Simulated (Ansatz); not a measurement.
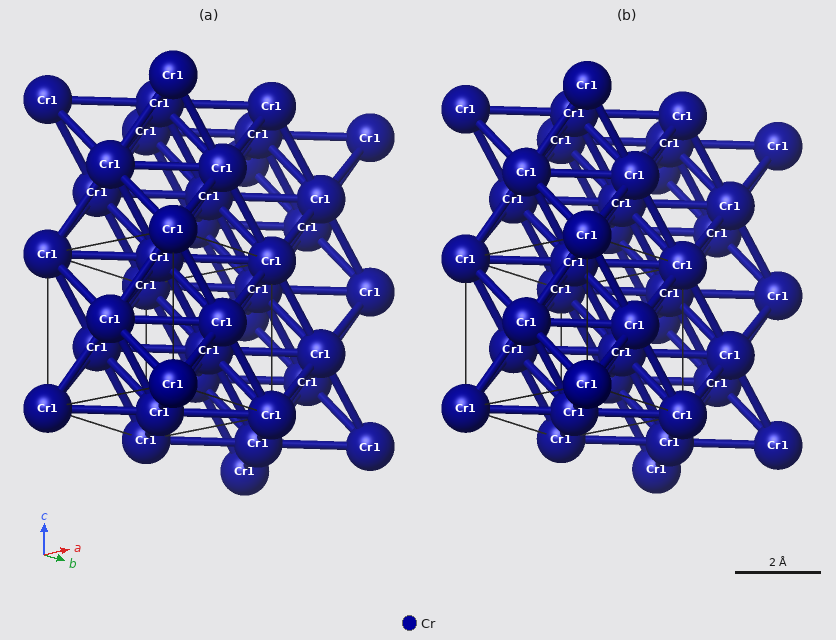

Left: a symmetric starting cell of Cr (made from another compound by putting Cr in place of Mo). Right: the same structure after one change, at the same scale. A ball-and-stick model of the conventional cell (4 times the calculation's cell), repeated 1 × 2 × 2 with one cell outlined, seen from a free direction. Lengths and directions refer to the drawn axes.

Method: Ansatz 0.2.0, DFT PBEsol, scalar-relativistic, plane waves, PAW. (plane-wave cutoff 420 eV; k-point mesh 20 × 20 × 20; occupations gaussian; smearing width 0.1 eV; no spin polarisation)

**Which change leads from the left to the right?**

All lengths are scaled by −3.2 % (volume −9.2 %), the atoms keeping their fractional coordinates. No relaxation follows. The starting cell wasn't computed here and needn't be at equilibrium, so pressure and forces aren't due to the change alone.

**What does the change do?**

Some distances before and after: Cr–Cr 2.683 → 2.598 Å. The space group stays Fm-3m (No. 225). The pressure is −17.5 GPa (not all of it need come from the change, since the unchanged cell can be under pressure at this level too). All forces vanish by symmetry.
